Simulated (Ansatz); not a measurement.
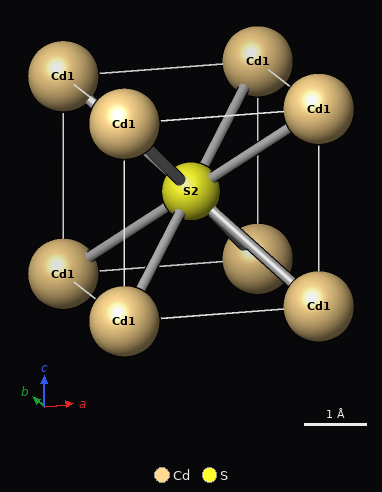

The structure as given in the input (ball-and-stick view of the cell of the calculation, seen slightly off an axis; atoms are numbered from 1 in the order of the input). Near neighbours in the crystal (not all of them lie inside the picture): Cd has 8 S at 2.87 Å; S has 8 Cd at 2.87 Å.

**Run report: CdS, single-point calculation**

The run: single-point calculation of CdS (Pm-3m, 2 atoms in the cell). Method and program: DFT r2SCAN+D3(BJ), scalar-relativistic, plane waves, PAW, no spin polarisation (Ansatz 0.2.0).

It belongs to a series of runs on one base structure; here: volume × 0.950 of the coarse rest volume. Figures and captions count atoms from 1; the log counts them from 0 in places.

## Log
```
Warning: the engine holds no damping parameters fitted to this dispersion correction and functional, so the run takes those fitted to r2scan beside the three-body term, which d3bj leaves out (hamiltonian.dispersion, under Limitations)
Engine: ansatz 0.2.0, x86_64-unknown-linux-gnu
Pseudopotentials: kind: paw
Pseudopotential: Cd, paw, valence charge 20, recommended cutoff 500 eV (meta_gga), Cd.paw.azcp
Pseudopotential: S, paw, valence charge 6, recommended cutoff 500 eV (meta_gga), S.paw.azcp
Functional definition: r2SCAN
  parameter k0 = 0.174
  parameter k1 = 0.065
  parameter a1 = 4.9479
  exchange = r2scan_x(k0 = k0, k1 = k1, a1 = a1)
  correlation = r2scan_c
Crystal: 2 atoms, lattice volume = 36.350 Å³
Basis set: ecut = 500 eV, 925 PW (Γ), exchange–correlation on 100×100×100 points (64 copies of the dense FFT grid, shifted against one another)
Bands: 17, of which v1, the nominal top of the filled ones, is band 13 counted from 1 (12 counted from 0)
Symmetry: 48 space group operations
Space group: Pm-3m (ITA 221), of the structure as read, at distance tolerance 3.3e-5 Å
k-points: 84 of 1728
Non-local potential: Cd, projectors of the file, l = 0: 3, l = 1: 2, l = 2: 2, l = 3: 1
Non-local potential: S, projectors of the file, l = 0: 2, l = 1: 2, l = 2: 2
PAW form: soft (Blöchl's): semilocal exchange-correlation on the pseudo side does not see the compensation charge
PAW frozen core: Cd, regenerated for the run's functional (the file was generated under x = pbe(κ = 0.804, μ = 0.2195149727645171), c = pbe(β = 0.06672455060314922))
PAW frozen core: S, regenerated for the run's functional (the file was generated under x = pbe(κ = 0.804, μ = 0.2195149727645171), c = pbe(β = 0.06672455060314922))
PAW one-centre angular grid: Cd, 590 points (default); XC on 160 Gauss nodes
PAW one-centre angular grid: S, 302 points (default); XC on 160 Gauss nodes
Initial density: superposition of atomic densities (neutral atoms: chi_scale 0, normalization atom), corrected by the library's trained network
Initial wavefunctions: pseudopotential atomic-orbital guess
Functional: x = r2scan, c = r2scan; τ floored in thin density (d = 2e-4 eV/Å³)
SCF iter   1: F=—  HF=-9174.691911 eV  |F-HF|=—  |Δ(HF+E_count)|=         —  Δρ=1.11e-2  dr2=5.32e-2  dr2_τ=2.00e-2  ethr=1.77e-3  ⟨swp⟩=4.6  Hψ=6672  notcnv=0
preconditioner: auto → none  [metal: Δε(μ)=0.030 eV  Ē_g=13.562 eV  σ=0.150 eV  W_gap=0.05  n_scr=6 (ndim 8)  ℏωp=26.1 eV  f_vac=0.000  D(μ)=0.68/eV (n_scr^D=0)  sad-step TF]
SCF iter   2: F=—  HF=-9174.708519 eV  |F-HF|=—  |Δ(HF+E_count)|=   1.66e-2  Δρ=6.94e-3  dr2=2.12e-2  dr2_τ=8.68e-4  ethr=2.05e-4  ⟨swp⟩=1.4  Hψ=2147  notcnv=0
SCF iter   3: F=—  HF=-9174.707152 eV  |F-HF|=—  |Δ(HF+E_count)|=   1.37e-3  Δρ=7.47e-4  dr2=1.19e-4  dr2_τ=7.96e-6  ethr=8.14e-5  ⟨swp⟩=2.0  Hψ=1975  notcnv=0
SCF iter   4: F=—  HF=-9174.707300 eV  |F-HF|=—  |Δ(HF+E_count)|=   1.49e-4  Δρ=2.57e-4  dr2=3.33e-5  dr2_τ=1.43e-6  ethr=4.59e-7  ⟨swp⟩=2.0  Hψ=2205  notcnv=0
SCF iter   5: F=—  HF=-9174.707298 eV  |F-HF|=—  |Δ(HF+E_count)|=   2.60e-6  Δρ=1.72e-4  dr2=1.08e-5  dr2_τ=5.36e-7  ethr=1.28e-7  ⟨swp⟩=2.1  Hψ=2189  notcnv=0
SCF iter   6: F=—  HF=-9174.707295 eV  |F-HF|=—  |Δ(HF+E_count)|=   3.19e-6  Δρ=5.97e-5  dr2=1.43e-6  dr2_τ=3.18e-8  ethr=4.15e-8  ⟨swp⟩=2.3  Hψ=2083  notcnv=0
SCF iter   7: F=-9174.707294 eV  HF=-9174.707294 eV  |F-HF|=3.93e-8  |Δ(HF+E_count)|=   4.47e-7  Δρ=1.12e-5  dr2=4.18e-8  dr2_τ=5.11e-10  ethr=3.85e-10  ⟨swp⟩=5.8  Hψ=8326  notcnv=0
SCF 1 converged in 7 iterations: F = -9174.707294 eV  dr2 = 4.18e-8
  greatest PAW one-centre occupation: 1.002 electrons in one spin orbital (limit 2), on the Cd atom at site 0 (counted from 0), in its partial waves of l = 1
SCF converged after 7 iterations
Free energy (F): -9174.707294 eV
Harris-Foulkes:  -9174.707294 eV  (|F-HF|=3.93e-8)
Internal energy: -9174.651468 eV  (E = F + TS)
E sigma→0 (E₀):  -9174.679381 eV
Entropy (-TS):   -0.055826 eV (-27.913 meV/atom)
Fermi energy:    12.303649 eV
--- Per-component energies (eV) ---
  E_band       = -420.065304
  E_kinetic    = 613.922407
  E_local      = -3324.093314  (includes V_loc(G=0)·N_el)
  E_nonlocal   = 64.562046
  E_hartree    = 1556.478839
  E_xc         = -260.491244
  E_vxc        = -340.239112  (∫ρ·V_xc dr)
  E_paw        = -4716.926563  (= ΣΔE_a)
  E_vpaw       = -568.439188  (= ΣTr[D̂ρ^β])
  E_aug_tail   = 0.000006  (compensation charges beyond the density's cutoff)
  E_vtau       = 21.279118  (kinetic-family band-sum trace: ∫τ·v_τ [+ j·A + Jᵃ·Aᵃ] dr)
  E_ewald      = -3107.026567
  E_disp       = -0.402540  (pairwise vdW)
  E_core_change = -0.674537  (= ΣΔE_core)
  E_smearing   = -0.055826  (= −TS)
  E_closure    = -0.000000  (closes the sum)
  Σ components = -9174.707294   (vs F -9174.707294, Δ=0.00e0)
--- Forces (eV/Å), atoms counted from 1 ---
  atom   1  Cd    -0.00000000    -0.00000000    -0.00000000
  atom   2  S      0.00000000    -0.00000000    -0.00000000
  max |Σ_I F_I| component: 6.05e-30 eV/Å
--- Stress (GPa, compression-positive) ---
        4.180360       0.000000      -0.000000
       -0.000000       4.180360       0.000000
       -0.000000       0.000000       4.180360
  P = ⅓ Tr σ = 4.1804 GPa (41.804 kbar)
--- Band table (eV; the first three rows and the last of 84) ---
  k-point 0: bands = ["-93.2715", "-53.4363", "-53.4363", "-53.4363", "-2.2792", "2.8280", "2.8280", "3.5128", "3.5128", "3.5128", "10.7981", "10.7981", "10.7981", "12.0579", "19.2104", "19.2104", "25.5612"]
  k-point 1: bands = ["-93.2715", "-53.4369", "-53.4363", "-53.4363", "-2.2141", "2.8333", "2.8527", "3.4887", "3.4887", "3.5150", "9.9699", "10.8808", "10.8808", "12.7417", "19.2362", "19.4873", "24.7036"]
  k-point 2: bands = ["-93.2714", "-53.4384", "-53.4362", "-53.4362", "-2.0264", "2.8479", "2.9153", "3.4244", "3.4244", "3.5212", "8.7214", "11.1138", "11.1138", "13.6254", "19.3104", "20.0743", "23.3323"]
  k-point 83: bands = ["-93.2705", "-53.4434", "-53.4434", "-53.4434", "0.7340", "2.6304", "2.6304", "2.6304", "3.7435", "3.7435", "9.9623", "9.9623", "9.9623", "14.1685", "14.1685", "14.1685", "15.9450"]
```

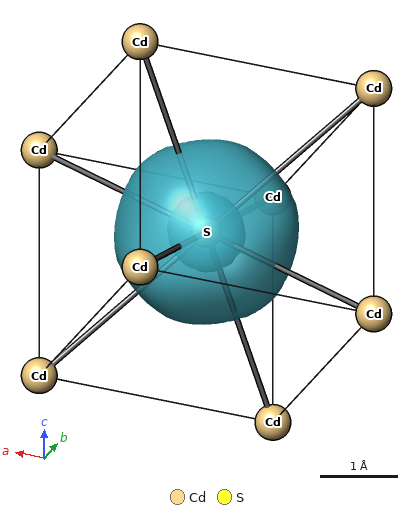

Isosurface of the ELF at 0.65 (cyan), seen at an oblique angle. Only the valence region is drawn (cores and ρ < 0.01 e/Å³ removed). Sticks mark near contacts. The outline is the cell set on symmetry axes. Profiles from the grid: Cd–S (2.87 Å): the ELF peaks at about 0.85 in the valence shell of S, 0.8 Å from its nucleus, and drops to about 0.10 between the two atoms (a polar contact without a shared pair, in a metal). Core electrons are frozen (PAW), so the fields are smoothed inside the atomic spheres.

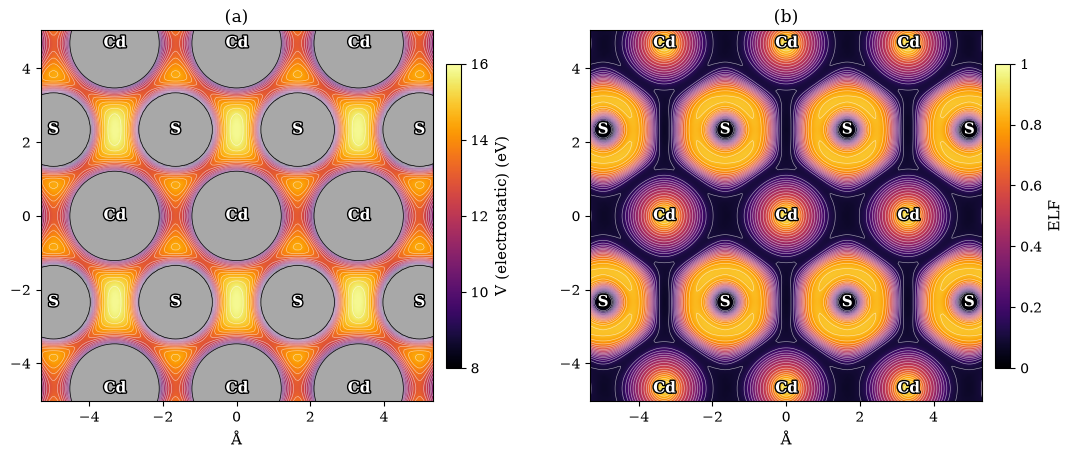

(a) electrostatic potential (local pseudopotential plus Hartree) felt by an electron; (b) ELF on the (011̄) plane of the conventional cell. Grey discs, where drawn, cover atomic cores. The plane passes through Cd and S nuclei. Cd–S (2.87 Å): the ELF peaks at about 0.85 in the valence shell of S, 0.8 Å from its nucleus, and drops to about 0.10 between the two atoms (a polar contact without a shared pair, in a metal). The strong features right at Cd lie inside the PAW spheres (semicore, d or f shells) and say nothing about bonding. Outside the cores the potential energy rises away from the atoms and is highest about 1.6 Å from the nearest atoms; outside the discs it spans about 8 eV, and its zero is arbitrary.

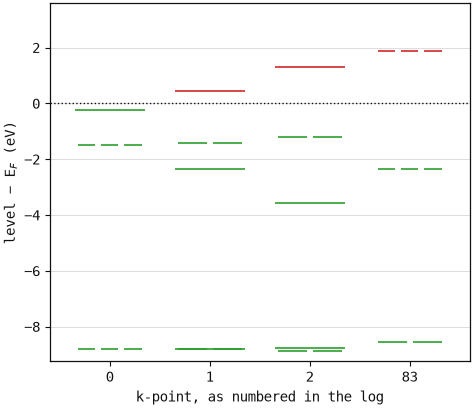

Kohn–Sham levels near the Fermi level (dotted) at the few k-points that the log prints; levels within 0.02 eV of each other stand side by side. The system is metallic on the full mesh.

This output came from the following input.

## Input
```yaml
crystal:
  lattice:
    - [3.3126, 0.0, 0.0]
    - [0.0, 3.3126, 0.0]
    - [0.0, 0.0, 3.3126]
  atoms:
    - { symbol: Cd, position: [0.0, 0.0, 0.0] }
    - { symbol: S, position: [0.5, 0.5, 0.5] }
basis:
  ecutwfc: 500
kpoints:
  mp_grid: { grid: [12, 12, 12] }
hamiltonian:
  xc: r2scan
  dispersion: d3bj
scf:
  occupations: { method: fermi_dirac, width: 0.15 }
output:
  forces: true
  stress: true
  eigenvalues: true
  write_density: true
  write_potential: true
  elf: true
  volumetric_format: npy
```

Launch command:
```bash
ansatz run input.yaml --threads 1 --pin off --max-ram 2560MiB --backend cpu --events-out ev --progress --plain --runs-dir out
```

## Summary

- outcome: converged
- space group (tolerance 0.01 Å): Pm-3m (221)
- electrons treated: 26
- free energy: −9174.7073 eV
- Fermi energy: 12.304 eV
- gap on the k-point mesh: none (metallic)
- pressure: 4.18 GPa
- largest force (length of the vector): under 0.001 eV/Å
- hardware: 1 thread of Intel Xeon (Granite Rapids), 64 GiB of memory available, shared host
- wall time: 4.4 s
- peak memory: 0.47 GiB

## Notes

Results for this metal are sensitive to the k-point mesh. Notes on the run: the dispersion correction has no parameters fitted for this combination and takes those fitted for r2SCAN with other terms.
